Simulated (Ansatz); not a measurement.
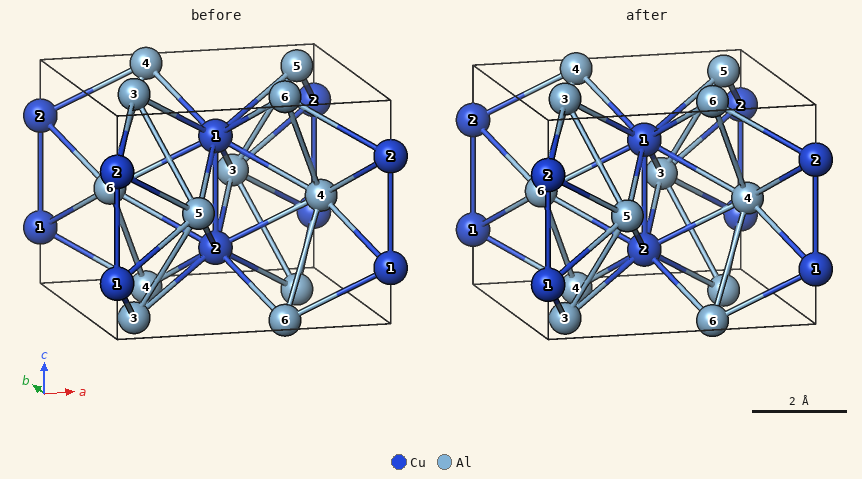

The structure of a crystal of Al2Cu (set up in I4/mcm) before (left) and after (right) a relaxation, at one scale.

A ball-and-stick model of the conventional cell (2 times the calculation's cell), seen slightly off an axis. Lengths and directions refer to the drawn axes.

The run lets cell and atoms move.

Level of theory: Ansatz, Kohn-Sham DFT of a periodic cell, LDA, Ansatz PAW.

The input:
```yaml
crystal:
  lattice:
    - [-3.0335, 3.0335, 2.4385]
    - [3.0335, -3.0335, 2.4385]
    - [3.0335, 3.0335, -2.4385]
  atoms:
    - { symbol: Cu, position: [0.25, 0.25, 0.0] }
    - { symbol: Cu, position: [0.75, 0.75, 0.0] }
    - { symbol: Al, position: [0.3419, 0.1581, 0.5] }
    - { symbol: Al, position: [0.8419, 0.3419, 0.1838] }
    - { symbol: Al, position: [0.6581, 0.8419, 0.5] }
    - { symbol: Al, position: [0.1581, 0.6581, 0.8162] }
hamiltonian:
  xc: lda
  pseudopotentials: { kind: paw }
kpoints:
  mp_grid: { grid: [7, 7, 7] }
scf:
  occupations: { method: fermi_dirac, width: 0.05 }
output:
  forces: true
  stress: true
  eigenvalues: true
relax:
  f_tol: 0.01
  max_steps: 40
  cell: { stress_tol: 0.05 }
```

Command:
```bash
ansatz run input.yaml --threads 2 --pin off --max-ram 5632MiB --backend cpu --events-out ev --progress --plain --runs-dir out
```

What changed between the two?

Answer. After 3 accepted moves (4 points after the start) the energy has fallen by 0.118 eV per cell of the calculation. Largest force component: 0.071 eV/Å at the start, 0.0027 eV/Å at the end. Pressure: −6.39 GPa at the start and 0.00 GPa at the end. At 1 point the geometry stayed and the basis and grid were re-selected for the new cell (energy shift of 1.8 meV per cell of the calculation at most each time). The largest moves relative to the cell, 0.009 Å, are those of Al3, Al4, Al5 and Al6. Al4 goes along [−1 −1 0]. Cu stays in place. The volume changes by −6.1 %, with a = b 6.067 → 5.935 Å (−2.2 %), c 4.877 → 4.785 Å (−1.9 %). Near-neighbour distances that change, for instance: Al3–Al5 2.904 → 2.838 Å, Cu1–Al3 2.590 → 2.533 Å, Cu1–Cu2 2.438 → 2.393 Å, Al3–Al5 (another image) 2.713 → 2.671 Å. The space group stays I4/mcm (No. 140). The run took 7.8 s on 2 threads of Intel(R) Xeon(R) 6975P-C (Granite Rapids), on a shared host, peak memory 0.45 GiB.
